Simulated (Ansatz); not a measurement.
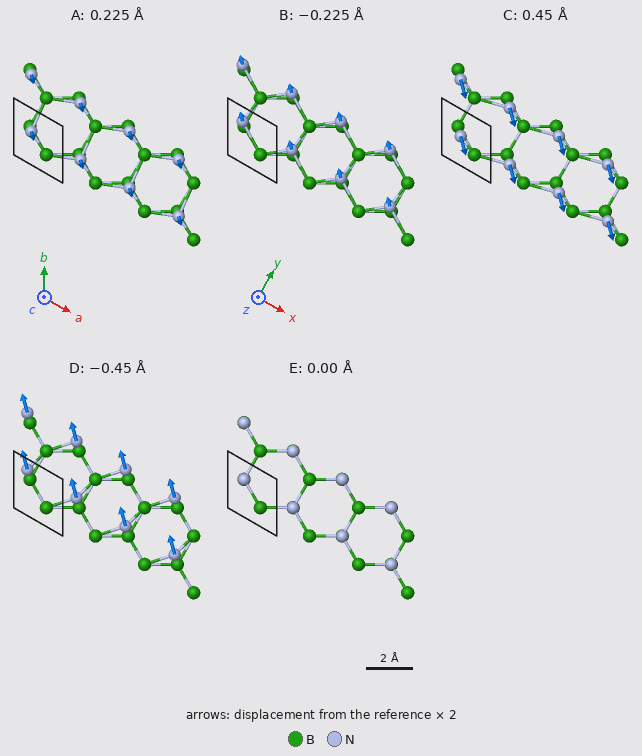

A scan of solid BN (P6_3/mmc): an N atom (one in each cell of 4 atoms) is moved along Cartesian [1 -1 0], all else fixed. A ball-and-stick model of the cell of the calculation, repeated 4 × 2 × 1 with one cell outlined, seen along the c axis. Blue arrows: displacements from the reference.

The calculation used DFT PBEsol, scalar-relativistic, plane waves, PAW in Ansatz 0.2.0. Settings: plane-wave cutoff 420 eV; k-point mesh 12 × 12 × 4; occupations gaussian; smearing width 0.05 eV; no spin polarisation. Energies (free energies at the smearing named) are counted from the relaxed crystal.

### Rank the frames from lowest to highest energy.

Lowest first: E (the displacement 0.00 Å, 0.00 eV/cell), B (the displacement −0.225 Å, 0.89 eV/cell), A (the displacement 0.225 Å, 1.27 eV/cell), D (the displacement −0.45 Å, 2.83 eV/cell), C (the displacement 0.45 Å, 6.86 eV/cell). Over the whole scan: of the computed points the lowest is at the displacement 0.00 Å, 0.00 eV/cell. The end points stand at 2.83 eV/cell (−0.45 Å) and 6.86 eV/cell (0.45 Å). The curvature at zero is about 43 eV/Å². The well is lopsided: at ±0.4500 Å the energy is 2.4 times higher on the positive side. At the highest point the shortest interatomic distance is 1.02 Å, against 1.45 Å in the reference. The distortion takes the space group from P6_3/mmc to Pm.
